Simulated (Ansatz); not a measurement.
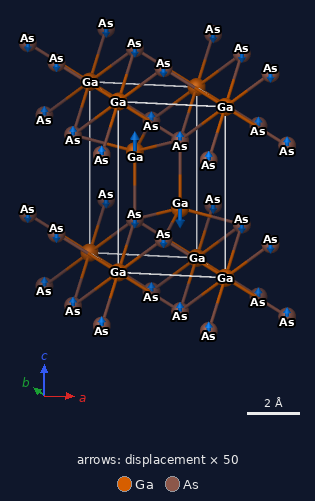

This is a relaxation of a crystal of Ga$_{3}$As$_{2}$ (built on the A-type sesquioxide_164 type). The starting structure is drawn; blue arrows show the displacements (the part carried along by the change of the cell is left out), 50 times their true length.

Style: ball-and-stick. Shown: the cell of the calculation, slightly off an axis.

Case: anti-A-type sesquioxide type (P-3m1, No. 164).

Method: Ansatz 0.2.0, DFT PBE, scalar-relativistic, plane waves, PAW.

The input:
```yaml
crystal:
  lattice:
    - [4.3344444032, 0.0, 0.0]
    - [-2.1672222016, 3.7537389645, 0.0]
    - [0.0, 0.0, 6.7998740419]
  atoms:
    - { symbol: Ga, position: [0.0, 0.0, 0.0] }
    - { symbol: Ga, position: [0.3333333333, 0.6666666667, 0.6421984125] }
    - { symbol: Ga, position: [0.6666666667, 0.3333333333, 0.3578015875] }
    - { symbol: As, position: [0.3333333333, 0.6666666667, 0.2443196875] }
    - { symbol: As, position: [0.6666666667, 0.3333333333, 0.7556803125] }
basis:
  ecutwfc: 420
kpoints:
  mp_grid: { grid: [12, 12, 6] }
hamiltonian:
  xc: pbe
scf:
  occupations: { method: gaussian, width: 0.1 }
output:
  forces: true
  stress: true
  eigenvalues: true
relax:
  adjacent_minimum: "off"
  f_tol: 0.01
  max_steps: 80
  cell: { stress_tol: 0.05 }
```

Command:
```bash
ansatz run input.yaml --threads 1 --pin off --max-ram 2560MiB --backend cpu --events-out ev --progress --plain --runs-dir out
```

Q: What happened in the run?

A: The largest moves relative to the cell, 0.016 Å, are those of Ga2 and Ga3. Ga3 goes along −c. Largest moves by element: Ga 0.016 Å, As 0.007 Å. Cell: a = b 4.334 → 4.367 Å (+0.8 %), c 6.800 → 6.687 Å (−1.7 %). Volume −0.2 %. Near-neighbour distances that change, for instance: Ga2–As4 2.706 → 2.684 Å, Ga2–As5 2.619 → 2.631 Å. The space group stays P-3m1 (No. 164). After 4 accepted moves (5 points after the start) the energy has fallen by 1.8 meV per cell of the calculation. The largest force component goes from 0.02 to 0.0053 eV/Å. The pressure goes from 0.13 to −0.01 GPa. The SCF was repeated once at an unchanged geometry on a basis and grid sized afresh for the cell, which shifted the energy by 0.1 meV per cell of the calculation at most.
